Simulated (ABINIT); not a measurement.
MgO2: single-point calculation

The run: single-point calculation of MgO2 (R-3m, 3 atoms in the cell). Method and program: Kohn-Sham DFT of a periodic cell, LDA-PZ, JTH PAW LDA v2.0, no spin polarisation (ABINIT 10.8.3).

The structure derives from a Materials Project entry.

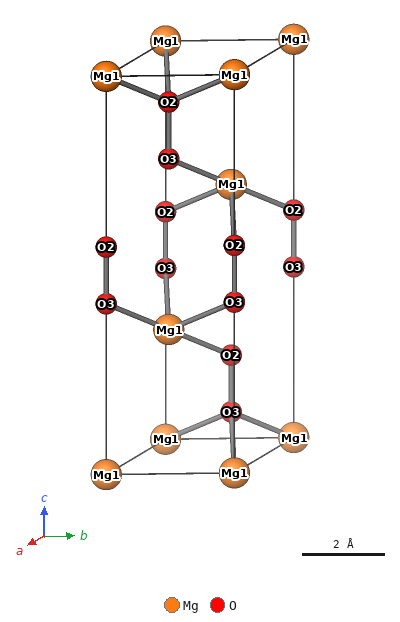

**Figure 1.** The input geometry (ball-and-stick view of the cell 3 times as large as that of the calculation, set on its symmetry axes, seen slightly off an axis; atoms are numbered from 1 in the order of the input). An atom can appear more than once, as a periodic image. Near neighbours in the periodic cell (some may lie outside the picture): Mg has 6 O at 2.08 Å; O has 3 Mg at 2.08 Å and 1 O at 1.47 Å.

Input file
```
# Pseudopotentials
pp_dirpath "./"
pseudos "Mg.LDA_PW-JTH.xml, O.LDA_PW-JTH.xml"

# Structure
acell 3*1.0
rprim
     2.9915732669     1.7271856310     6.5134270420
    -2.9915732669     1.7271856310     6.5134270420
     0.0000000000    -3.4543712621     6.5134270420
ntypat 2
znucl 12 8
natom 3
typat 1 2 2
xred
     0.0000000000     0.0000000000     0.0000000000
     0.5712140000     0.5712140000     0.5712140000
     0.4287860000     0.4287860000     0.4287860000
chkprim 0
chksymtnons 0
tolsym 1.0e-6

# Plane-wave basis
ecut 625.861884 eV
pawecutdg 45.0

# k points
kptopt 1
ngkpt 8 8 8
nshiftk 1
shiftk 0.0 0.0 0.0

# Exchange and correlation
ixc 2

# Bands and occupations
nband 15
occopt 3
tsmear 0.05 eV

# SCF cycle
nstep 100
tolvrs 1.0e-9

# Output
iomode 3
prtwf 0
prtden 0
prteig 0
prtebands 0
```

Hardware: 1 thread of Arm Neoverse V1, 112 GiB of memory available, shared host.

Run as:
```bash
abinit run.abi > log 2>&1
```

Log
```
.Version 10.8.3 of ABINIT
 Symmetries : space group R-3 m (#166); Bravais hR (rhombohedral)
================================================================================
 Values of the parameters that define the memory need of the present run
     intxc =       0    ionmov =       0      iscf =      17    lmnmax =       8
     lnmax =       4     mgfft =      32  mpssoang =       2    mqgrid =    3001
     natom =       3  nloc_mem =       2    nspden =       1   nspinor =       1
    nsppol =       1      nsym =      12    n1xccc =       1    ntypat =       2
    occopt =       3   xclevel =       1
       mpw =        1084          nfft =       32768          nkpt =          65
 PAW method is used; the additional fine FFT grid is defined by:
   mgfftf=        48    nfftf =    110592
================================================================================
================================================================================

--------------------------------------------------------------------------------
------------- Echo of variables that govern the present computation ------------
--------------------------------------------------------------------------------
 -outvars: echo values of preprocessed input variables --------
            acell      1.0000000000E+00  1.0000000000E+00  1.0000000000E+00 Bohr
              amu      2.43050000E+01  1.59994000E+01
          chkprim           0
      chksymtnons           0
             ecut      2.30000000E+01 Hartree
                       outvar_i_n : Printing only first  50 k-points.
              ixc           2
                       outvar_i_n : Printing only first  50 k-points.
         kptrlatt        8    0    0      0    8    0      0    0    8
          kptrlen      4.78651723E+01
            natom           3
            nband          15
            ngfft          32      32      32
          ngfftdg          48      48      48
             nkpt          65
            nstep         100
             nsym          12
           ntypat           2
                       prtocc : prtvol=0, do not print more k-points.
           occopt           3
        pawecutdg      4.50000000E+01 Hartree
           prtden           0
        prtebands           0
           prteig           0
            prtwf           0
            rprim      2.9915732669E+00  1.7271856310E+00  6.5134270420E+00
                      -2.9915732669E+00  1.7271856310E+00  6.5134270420E+00
                       0.0000000000E+00 -3.4543712621E+00  6.5134270420E+00
          spgroup         166
           tolsym      1.00000000E-06
           tolvrs      1.00000000E-09
           tsmear      1.83746611E-03 Hartree
            typat      1  2  2
           useylm           1
                       outvars : Printing only first  50 k-points.
           xangst      0.0000000000E+00  0.0000000000E+00  0.0000000000E+00
                       2.1206343351E-17 -3.0227589486E-11  5.9065078215E+00
                      -5.0829116789E-17 -2.2690322865E-11  4.4337636380E+00
            xcart      0.0000000000E+00  0.0000000000E+00  0.0000000000E+00
                       4.0074181066E-17 -5.7121865575E-11  1.1161682143E+01
                      -9.6053109953E-17 -4.2878495923E-11  8.3785989829E+00
             xred      0.0000000000E+00  0.0000000000E+00  0.0000000000E+00
                       5.7121400000E-01  5.7121400000E-01  5.7121400000E-01
                       4.2878600000E-01  4.2878600000E-01  4.2878600000E-01
            znucl       12.00000    8.00000

================================================================================

 chkinp: Checking input parameters for consistency.

================================================================================
== DATASET  1 ==================================================================

--- !DatasetInfo
iteration_state: {dtset: 1, }
dimensions: {natom: 3, nkpt: 65, mband: 15, nsppol: 1, nspinor: 1, nspden: 1, mpw: 1084, }
cutoff_energies: {ecut:  23.0, pawecutdg:  45.0, }
electrons: {nelect:   2.20000000E+01, charge:   0.00000000E+00, occopt:   3.00000000E+00, tsmear:   1.83746611E-03, }
meta: {optdriver: 0, ionmov: 0, optcell: 0, iscf: 17, paral_kgb: 0, }
...

 Exchange-correlation functional for the present dataset will be:
  LDA: Perdew-Zunger-Ceperley-Alder - ixc=2
  J.P.Perdew and A.Zunger, PRB 23, 5048 (1981)

 Real(R)+Recip(G) space primitive vectors, cartesian coordinates (Bohr,Bohr^-1):
 R(1)=  2.9915733  1.7271856  6.5134270  G(1)=  0.1671361  0.0964961  0.0511763
 R(2)= -2.9915733  1.7271856  6.5134270  G(2)= -0.1671361  0.0964961  0.0511763
 R(3)=  0.0000000 -3.4543713  6.5134270  G(3)=  0.0000000 -0.1929922  0.0511763
 Unit cell volume ucvol=  2.0192936E+02 bohr^3
 Angles (23,13,12)=  4.78776427E+01  4.78776427E+01  4.78776427E+01 degrees

 Coarse grid specifications (used for wave-functions):

 getcut: wavevector=  0.0000  0.0000  0.0000  ngfft=  32  32  32
         ecut(hartree)=     23.000   => boxcut(ratio)=   2.01118

 Fine grid specifications (used for densities):

 getcut: wavevector=  0.0000  0.0000  0.0000  ngfft=  48  48  48
         ecut(hartree)=     45.000   => boxcut(ratio)=   2.15600

--- Pseudopotential description ------------------------------------------------
- pspini: atom type   1  psp file is ./Mg.LDA_PW-JTH.xml
 Pseudopotential format is: paw10
 basis_size (lnmax)=  4 (lmn_size=  8), orbitals=   0   0   1   1
 Spheres core radius: rc_sph= 1.90157919
 Shapefunction is SIN type: shapef(r)=[sin(pi*r/rshp)/(pi*r/rshp)]**2
 Radius for shape functions =  1.70710089
 Compensation charge density is not taken into account in XC energy/potential

- pspini: atom type   2  psp file is ./O.LDA_PW-JTH.xml
 Pseudopotential format is: paw10
 basis_size (lnmax)=  4 (lmn_size=  8), orbitals=   0   0   1   1
 Spheres core radius: rc_sph= 1.41465230
 Shapefunction is SIN type: shapef(r)=[sin(pi*r/rshp)/(pi*r/rshp)]**2
 Radius for shape functions =  1.20231231
 Compensation charge density is not taken into account in XC energy/potential

   4.38994265E+02                                ecore*ucvol(ha*bohr**3)
--------------------------------------------------------------------------------

================================================================================

--- !BeginCycle
iteration_state: {dtset: 1, }
solver: {iscf: 17, nstep: 100, nline: 4, wfoptalg: 10, }
tolerances: {tolvrs: 1.00E-09, }
...

     iter   Etot(hartree)      deltaE(h)  residm     nres2
 ETOT  1  -93.457405918664    -9.346E+01 1.198E+01 2.605E+01
 ETOT  2  -95.835423149008    -2.378E+00 2.595E-02 1.265E+01
 ETOT  3  -95.808291206843     2.713E-02 1.188E-02 1.647E+00
 ETOT  4  -95.808854817003    -5.636E-04 2.702E-02 1.785E-01
 ETOT  5  -95.808749973992     1.048E-04 4.463E-03 7.493E-03
 ETOT  6  -95.808760993761    -1.102E-05 9.692E-04 7.443E-04
 ETOT  7  -95.808761151647    -1.579E-07 6.482E-04 3.310E-05
 ETOT  8  -95.808761186537    -3.489E-08 2.927E-04 6.148E-06
 ETOT  9  -95.808761185041     1.496E-09 3.086E-04 6.643E-07
 ETOT 10  -95.808761184526     5.154E-10 1.434E-04 7.139E-08
 ETOT 11  -95.808761184465     6.047E-11 1.293E-04 4.230E-09
 ETOT 12  -95.808761184462     3.567E-12 5.875E-05 1.036E-10

 At SCF step   12       nres2   =  1.04E-10 < tolvrs=  1.00E-09 =>converged.

 Cartesian components of stress tensor (hartree/bohr^3)
  sigma(1 1)=  1.49338877E-04  sigma(3 2)=  5.58609790E-14
  sigma(2 2)=  1.49338876E-04  sigma(3 1)=  0.00000000E+00
  sigma(3 3)=  2.00847993E-04  sigma(2 1)=  0.00000000E+00

--- !ResultsGS
iteration_state: {dtset: 1, }
comment   : Summary of ground state results
lattice_vectors:
- [  2.9915733,   1.7271856,   6.5134270, ]
- [ -2.9915733,   1.7271856,   6.5134270, ]
- [  0.0000000,  -3.4543713,   6.5134270, ]
lattice_lengths: [   7.37275,    7.37275,    7.37275, ]
lattice_angles: [ 47.878,  47.878,  47.878, ] # degrees, (23, 13, 12)
lattice_volume:   2.0192936E+02
convergence: {deltae:  3.567E-12, res2:  1.036E-10, residm:  5.875E-05, diffor: null, }
etotal    :  -9.58087612E+01
entropy   :   0.00000000E+00
fermie    :   2.07492271E-01
cartesian_stress_tensor: # hartree/bohr^3
- [  1.49338877E-04,   0.00000000E+00,   0.00000000E+00, ]
- [  0.00000000E+00,   1.49338876E-04,   5.58609790E-14, ]
- [  0.00000000E+00,   5.58609790E-14,   2.00847993E-04, ]
pressure_GPa:  -4.8989E+00
xred      :
- [  0.0000E+00,   0.0000E+00,   0.0000E+00, Mg]
- [  5.7121E-01,   5.7121E-01,   5.7121E-01,  O]
- [  4.2879E-01,   4.2879E-01,   4.2879E-01,  O]
cartesian_forces: # hartree/bohr
- [ -0.00000000E+00,  -4.46384105E-19,  -0.00000000E+00, ]
- [ -2.33104047E-19,  -6.33153808E-19,  -5.78713507E-03, ]
- [  2.33104047E-19,   1.07953791E-18,   5.78713507E-03, ]
force_length_stats: {min:   4.46384105E-19, max:   5.78713507E-03, mean:   3.85809005E-03, }
...

 Integrated electronic density in atomic spheres:
 ------------------------------------------------
 Atom  Sphere_radius  Integrated_density
    1        1.90158          8.28774643
    2        1.41465          4.50927721
    3        1.41465          4.50927721

================================================================================

 ----iterations are completed or convergence reached----

 Mean square residual over all n,k,spin=   84.856E-09; max=  58.753E-06
 reduced coordinates (array xred) for    3 atoms
       0.000000000000      0.000000000000      0.000000000000
       0.571214000000      0.571214000000      0.571214000000
       0.428786000000      0.428786000000      0.428786000000
 rms dE/dt=  3.0777E-02; max dE/dt=  3.7694E-02; dE/dt below (all hartree)
    1       0.000000000000      0.000000000000      0.000000000000
    2       0.037694082088      0.037694082088      0.037694082088
    3      -0.037694082088     -0.037694082088     -0.037694082088

 cartesian coordinates (angstrom) at end:
    1      0.00000000000000     0.00000000000000     0.00000000000000
    2      0.00000000000000    -0.00000000003023     5.90650782146812
    3     -0.00000000000000    -0.00000000002269     4.43376363803413

 cartesian forces (hartree/bohr) at end:
    1     -0.00000000000000    -0.00000000000000    -0.00000000000000
    2     -0.00000000000000    -0.00000000000000    -0.00578713507416
    3      0.00000000000000     0.00000000000000     0.00578713507416
 frms,max,avg= 2.7280816E-03 5.7871351E-03   0.000E+00  0.000E+00  0.000E+00 h/b

 cartesian forces (eV/Angstrom) at end:
    1     -0.00000000000000    -0.00000000000000    -0.00000000000000
    2     -0.00000000000000    -0.00000000000000    -0.29758645047964
    3      0.00000000000000     0.00000000000000     0.29758645047964
 frms,max,avg= 1.4028360E-01 2.9758645E-01   0.000E+00  0.000E+00  0.000E+00 e/A
 length scales=  1.000000000000  1.000000000000  1.000000000000 bohr
              =  0.529177210544  0.529177210544  0.529177210544 angstroms
 Fermi (or HOMO) energy (hartree) =   0.20749   Average Vxc (hartree)=  -0.39485
 Eigenvalues (hartree) for nkpt=  65  k points:
 kpt#   1, nband= 15, wtk=  0.00195, kpt=  0.0000  0.0000  0.0000 (reduced coord)
  -2.50315   -1.30648   -1.30536   -1.30536   -0.62733   -0.36122   -0.13396    0.03351
   0.03351    0.12953    0.12953    0.32670    0.34082    0.60889    0.67474
      occupation numbers for kpt#   1
   2.00000    2.00000    2.00000    2.00000    2.00000    2.00000    2.00000    2.00000
   2.00000    2.00000    2.00000    0.00000    0.00000    0.00000    0.00000
 prteigrs : prtvol=0 or 1, do not print more k-points.

--- !EnergyTerms
iteration_state     : {dtset: 1, }
comment             : Components of total free energy in Hartree
kinetic             :  1.86204185002858E+01
hartree             :  2.11092541043850E+01
xc                  : -7.00906414255009E+00
Ewald energy        : -5.57056661360154E+01
psp_core            :  2.17399921927264E+00
local_psp           : -6.87686829026115E+01
PAW spherical_terms : -6.22902095803444E+00
internal            : -9.58087623152679E+01
'-kT*entropy'       : -4.07117734573182E-14
total_energy        : -9.58087623152680E+01
total_energy_eV     : -2.60708923711015E+03
...

--- !EnergyTermsDC
iteration_state     : {dtset: 1, }
comment             : '"Double-counting" decomposition of free energy'
band_energy         : -1.45710848665223E+01
Ewald energy        : -5.57056661360154E+01
psp_core            :  2.17399921927264E+00
xc_dc               : -1.89443583901035E+01
PAW spherical_terms : -8.76165101109296E+00
internal            : -9.58087611844615E+01
'-kT*entropy'       : -4.07117734573182E-14
total_energy_dc     : -9.58087611844615E+01
total_energy_dc_eV  : -2.60708920633933E+03
...

--- !EnergyTermsWithPAWCore
iteration_state     : {dtset: 1, }
comment             : 'Components of total free energy, including PAW core contributions'
Total energy        : -3.49175860751968E+02
Total energy DC     : -3.49175859621161E+02
Total energy (eV)   : -9.50155921469467E+03
Total energy DC (eV): -9.50155918392386E+03
...

 Cartesian components of stress tensor (hartree/bohr^3)
  sigma(1 1)=  1.49338877E-04  sigma(3 2)=  5.58609790E-14
  sigma(2 2)=  1.49338876E-04  sigma(3 1)=  0.00000000E+00
  sigma(3 3)=  2.00847993E-04  sigma(2 1)=  0.00000000E+00

-Cartesian components of stress tensor (GPa)         [Pressure= -4.8989E+00 GPa]
- sigma(1 1)=  4.39370145E+00  sigma(3 2)=  1.64348674E-09
- sigma(2 2)=  4.39370142E+00  sigma(3 1)=  0.00000000E+00
- sigma(3 3)=  5.90915197E+00  sigma(2 1)=  0.00000000E+00

== END DATASET(S) ==============================================================
================================================================================

 -outvars: echo values of variables after computation  --------
            acell      1.0000000000E+00  1.0000000000E+00  1.0000000000E+00 Bohr
           etotal     -9.5808761184E+01
            fcart     -0.0000000000E+00 -4.4638410469E-19 -0.0000000000E+00
                      -2.3310404654E-19 -6.3315380772E-19 -5.7871350742E-03
                       2.3310404654E-19  1.0795379124E-18  5.7871350742E-03
            rprim      2.9915732669E+00  1.7271856310E+00  6.5134270420E+00
                      -2.9915732669E+00  1.7271856310E+00  6.5134270420E+00
                       0.0000000000E+00 -3.4543712621E+00  6.5134270420E+00
           strten      1.4933887682E-04  1.4933887570E-04  2.0084799325E-04
                       5.5860979020E-14  0.0000000000E+00  0.0000000000E+00
           xangst      0.0000000000E+00  0.0000000000E+00  0.0000000000E+00
                       2.1206343351E-17 -3.0227589486E-11  5.9065078215E+00
                      -5.0829116789E-17 -2.2690322865E-11  4.4337636380E+00
             xred      0.0000000000E+00  0.0000000000E+00  0.0000000000E+00
                       5.7121400000E-01  5.7121400000E-01  5.7121400000E-01
                       4.2878600000E-01  4.2878600000E-01  4.2878600000E-01
 Calculation completed.
```

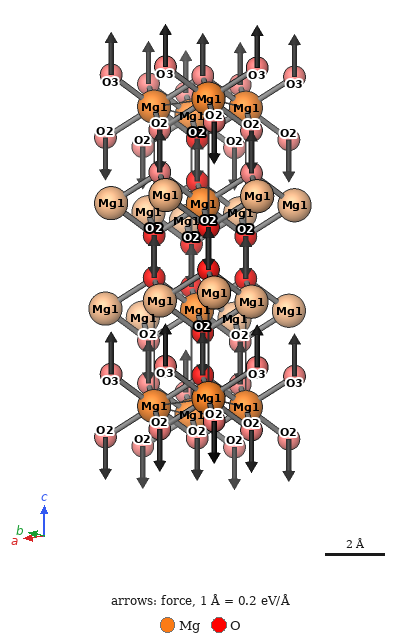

**Figure 2.** Forces on the atoms as black arrows (ball-and-stick view of the cell 3 times as large as that of the calculation, set on its symmetry axes, seen at an oblique angle; neighbours outside the cell are drawn fainter; atoms are numbered from 1 in the order of the input). The largest act on O2, O3 (0.30 eV/Å). The geometry is not a stationary point of this energy.

Results in brief

```json
{"quantity": "outcome", "value": "converged"}
{"quantity": "space group (tolerance 0.01 Å)", "value": "R-3m (166)"}
{"quantity": "electrons treated", "value": "22"}
{"quantity": "free energy", "value": "−2607.0892 eV"}
{"quantity": "Fermi energy", "value": "5.646 eV"}
{"quantity": "gap on the k-point mesh", "value": "2.41 eV"}
{"quantity": "pressure", "value": "−4.90 GPa"}
{"quantity": "largest force (length of the vector)", "value": "0.298 eV/Å"}
{"quantity": "wall time", "value": "38 s"}
{"quantity": "peak memory", "value": "0.1 GiB"}
```
